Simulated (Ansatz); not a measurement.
TiAl$_{5}$

```
Al Ti
1.0
    -4.04284   -4.06395   -0.07903
     0.07900    4.06399    4.04290
    -4.08435    4.02416   -4.08434
Al Ti
10 2
Direct
  0.49866 0.99960 0.99982
  0.84045 0.15784 0.66546
  0.33620 0.16207 0.66942
  0.65687 0.34137 0.33418
  0.16112 0.33714 0.33022
  0.99866 0.49960 0.99982
  0.83620 0.66207 0.66942
  0.34045 0.65784 0.66546
  0.66112 0.83714 0.33022
  0.15687 0.84137 0.33418
  0.99866 0.99960 0.99982
  0.49866 0.49960 0.99982
```

Space group P2/m; a generated structure, not necessarily the stable one; computed without spin polarisation.

The calculation used DFT PBE, scalar-relativistic, plane waves, PAW in Ansatz.

Core electrons are frozen (PAW), and the valence fields are smoothed inside the atomic spheres.

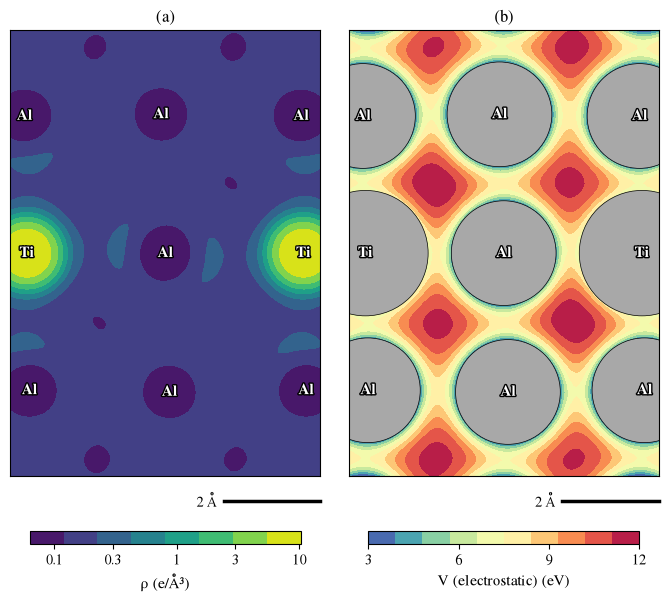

Figure 1. (a) valence electron density; (b) electrostatic potential (local pseudopotential plus Hartree) felt by an electron on the (011̄) plane of the calculation cell. Grey discs cover the atomic cores in the potential map.

> Describe what can be read from this map.

The plane passes through Al and Ti nuclei.
Al–Al (2.83 Å): ρ at the midpoint is about 0.2 e/Å³.
Ti–Al (2.84 Å): the density is about 0.21 e/Å³ at the midpoint.


Between the atoms the lowest density in this plane is 0.11 e/Å³.
Outside the cores the potential energy rises away from the atoms and is highest about 2.0 Å from the nearest atoms; its zero is arbitrary.

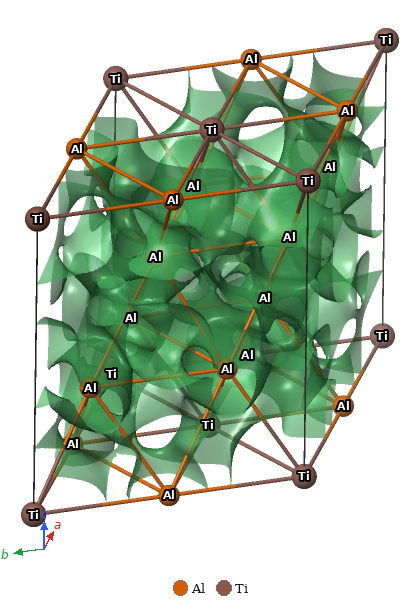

Figure 2. Isosurface of the electron localisation function at 0.55 (green), seen at an oblique angle. Core shells and regions of very low density are left out. Sticks mark near contacts.

> Identify the bonds, lone pairs and shells in this picture.

At this value the surface marks out one network that runs through the whole crystal, counted in one cell of 12 atoms. Any copies at cell faces, edges or corners count once. Along the contacts the grid gives the following. Al–Al (2.80 Å): the ELF peaks at about 0.60 between the atoms. Ti–Ti (2.80 Å): the ELF is about 0.35 at the midpoint.

> Does the calculation make it a metal, or give it a gap?

It is metallic or semimetallic at this level of theory: no gap opens.
